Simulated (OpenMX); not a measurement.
## Energy of KI along an even scaling of the cell

System: KI (Fm-3m, 2 atoms in the cell).
Method: Kohn-Sham DFT of a periodic cell, PBE, OpenMX 2013 PBE set, no spin polarisation (OpenMX 3.8.5).

The 7 runs differ only in the geometry, by an even scaling of the cell at fixed fractional positions. The structure derives from an entry of the Crystallography Open Database.

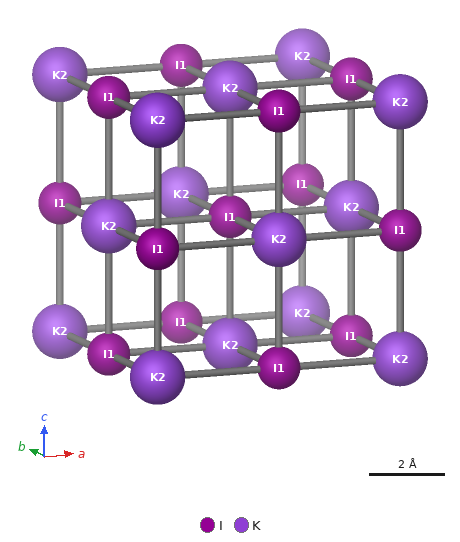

Figure 1. The structure of run 4 (ball-and-stick view of the cell 4 times as large as that of the calculation, set on its symmetry axes, seen slightly off an axis; atoms are numbered from 1 in the order of the input).

## Input of run 4
```
System.CurrrentDirectory             ./
System.Name                          KI
DATA.PATH                            ./DFT_DATA13
level.of.stdout                      1
level.of.fileout                     0
Species.Number                       2
<Definition.of.Atomic.Species
  I   I7.0-s3p2d2f1          I_PBE13
  K   K10.0-s3p2d1           K_PBE13
Definition.of.Atomic.Species>

Atoms.Number                         2
Atoms.SpeciesAndCoordinates.Unit     FRAC
<Atoms.SpeciesAndCoordinates
    1  I     0.5000000000    0.5000000000    0.5000000000   3.500  3.500
    2  K     0.0000000000    0.0000000000    0.0000000000   4.500  4.500
Atoms.SpeciesAndCoordinates>

Atoms.UnitVectors.Unit               Ang
<Atoms.UnitVectors
     0.0000000000    3.5327750000    3.5327750000
     3.5327750000    0.0000000000    3.5327750000
     3.5327750000    3.5327750000    0.0000000000
Atoms.UnitVectors>

scf.XcType                           GGA-PBE
scf.SpinPolarization                 off
scf.ElectronicTemperature            580.226
scf.energycutoff                     300.0
scf.maxIter                          100
scf.EigenvalueSolver                 band
scf.Kgrid                            7 7 7
scf.Mixing.Type                      rmm-diisk
scf.Init.Mixing.Weight               0.05
scf.Min.Mixing.Weight                0.001
scf.Max.Mixing.Weight                0.3
scf.Mixing.History                   25
scf.Mixing.StartPulay                8
scf.criterion                        1.0e-8
scf.stress.tensor                    on
MD.Type                              nomd
```

Command:
```bash
openmx KI.dat -nt 1 > KI.std
```

Lattice vectors (Å) and fractional positions of run 4:
```
   0.000000    3.532775    3.532775
   3.532775    0.000000    3.532775
   3.532775    3.532775    0.000000
I   0.500000  0.500000  0.500000
K   0.000000  0.000000  0.000000
```

Run 6 has the same physical settings and fractional positions; its lattice vectors (Å) are:
```
   0.000000    3.579264    3.579264
   3.579264    0.000000    3.579264
   3.579264    3.579264    0.000000
```

## Results, with one run withheld

```csv
run,volume per atom (Å³),"free energy per atom, from the lowest run given (meV)",gap on the mesh (eV)
1,41.445,23.21,4.19
2,42.327,15.14,4.14
3,43.209,9.02,4.10
4,44.091,4.56,4.05
5,44.973,1.61,4.01
6,45.854,?,?
7,46.736,0.00,3.92
```

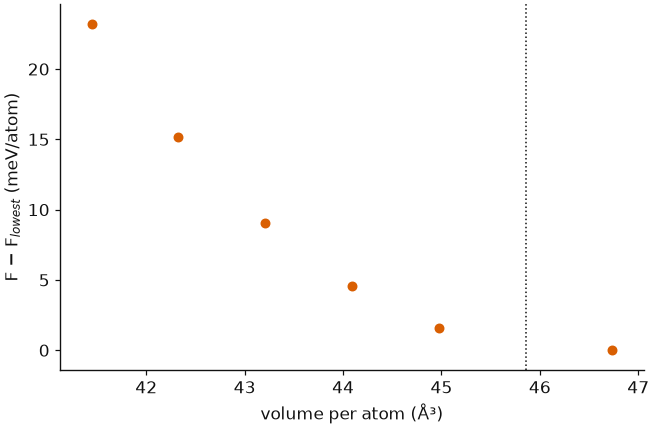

Figure 2. Free energy per atom of the runs given; the dotted line marks run 6.

What should run 6 give?

A cubic polynomial in V^(−2/3) (the Birch–Murnaghan form), fitted to the 6 runs given, misses them by at most 0.03 meV per atom. With x = V^(−2/3) − 0.08055 Å⁻², it reads F = 6.1086 + 3960.6 x + 6.2703e+05 x² − 1.8493e+06 x³ (meV per atom). At run 6 it gives 0.16 meV per atom, and the run itself gives 0.17. The fit has its minimum at 46.408 Å³ per atom, where V d²F/dV² gives 11.9 GPa: the bulk modulus at this level, since symmetry fixes the shape and the positions. The gap on the mesh goes, without turning, from 4.19 eV in run 1 to 3.92 eV in run 7; run 6 has 3.96 eV. These are gaps of this functional on this mesh, which can miss the band edges; they aren't the measured gap.

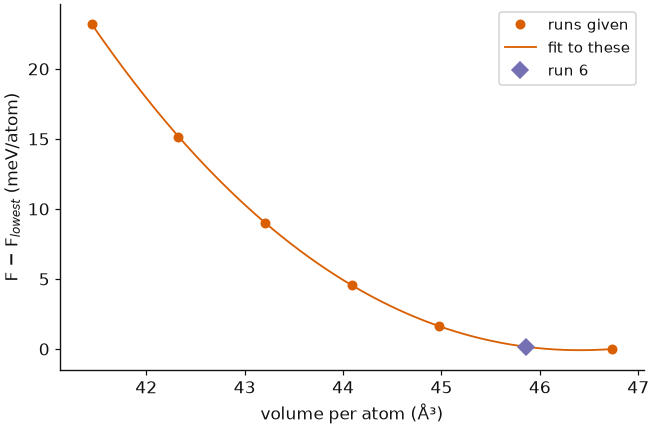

Figure 3. The fit and the withheld run.

## Some lines of the output (run 6)
```
[...]
  Cell_Volume =    618.881894437255 (Bohr^3)
        Total energy (Hartree) at MD = 1
   kloop=0
   kloop=1
   kloop=171
```

Notes: With a small basis of atomic orbitals these values can differ much from converged plane-wave results.
